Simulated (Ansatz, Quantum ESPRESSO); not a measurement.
# 1T-PtSe2, 1 layer, rectangular cell: the energy at a withheld member of a series

**Set-up.** Quantum ESPRESSO 7.5, PBE, GBRV ultrasoft. Cell and atoms are first relaxed; each strained cell is then held, the other axis too, and the atoms relax in it. A periodic run with 15 Å of vacuum in the starting cell gives the vacuum levels, and bands follow along a path. The series steps strain along the second axis. Energies count from the lowest.

```
strain along the second axis  energy (eV)
                        -4 %       0.0907
                        -3 %       0.0512
                        -2 %       0.0229
                         0 %       0.0000
                         1 %       0.0051
                         2 %       0.0209
                         3 %       0.0474
                         4 %       0.0842
```

To predict: What is the energy at −1 %?

**Worked estimate.** The rows at -2 % and 0 % give a slope of (0.0000 − (0.0229))/(0 − (−2)) = −0.01145, so a straight line gives 0.0115 eV. A parabola through these and the row at -3 % gives 0.0058 eV.

**The withheld run.** 0.0059 eV. The line misses by +0.0056 and the parabola by −0.0001 eV. The parabola does better.

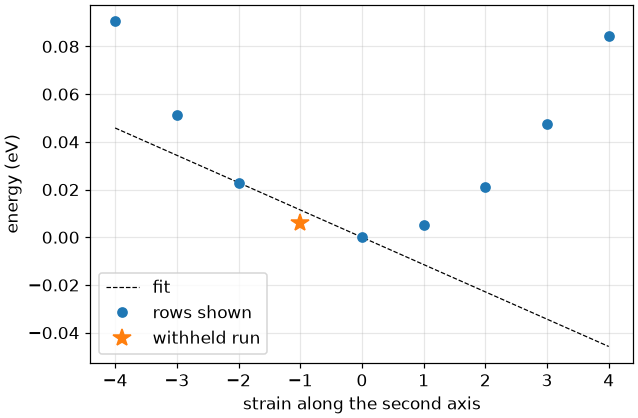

The rows shown, the fit and the withheld run.

Caveats: Semilocal gaps are too small; the 1×1 cell can't ripple over many cells under compression as a free sheet would. No spin-orbit coupling.

[Logs are printed without paths, hosts, clocks, repeated set-up lines and the standing remarks that a program may print on its own settings, such as how far it seeks lower states.]
